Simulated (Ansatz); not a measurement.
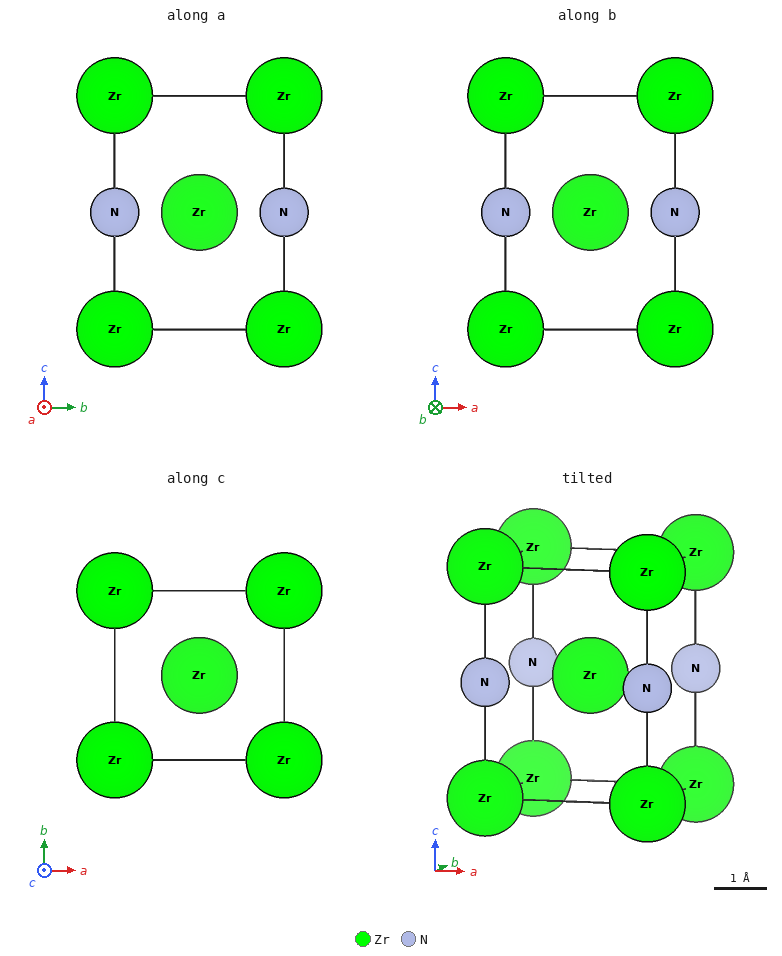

Spheres-only drawing of the structure, looking along the a axis, along the b axis, along the c axis and slightly off an axis. The conventional unit cell is outlined; an atom on or near a face, edge or corner is repeated at each equivalent position.

Lattice parameters: a = 3.2673 Å, b = 3.2673 Å, c = 4.5043 Å, α = 90.000°, β = 90.000°, γ = 90.000°.

Put the structure into a CIF in P1 with every atom of the cell.

```cif
data_structure
_symmetry_space_group_name_H-M 'P 1'
_symmetry_Int_Tables_number 1
_cell_length_a 3.2673
_cell_length_b 3.2673
_cell_length_c 4.5043
_cell_angle_alpha 90.000
_cell_angle_beta 90.000
_cell_angle_gamma 90.000
_cell_volume 48.08
loop_
_atom_site_label
_atom_site_type_symbol
_atom_site_fract_x
_atom_site_fract_y
_atom_site_fract_z
_atom_site_occupancy
Zr1 Zr 0.0000 0.0000 0.0000 1
Zr2 Zr 0.5000 0.5000 0.5000 1
N1 N 0.0000 0.0000 0.5000 1
```

The model was built from a structure type filled with these elements by a generator (whether the compound takes this form wasn't checked). Earlier steps of the study may have refined or changed the cell and positions. It was the input of a calculation with Ansatz.
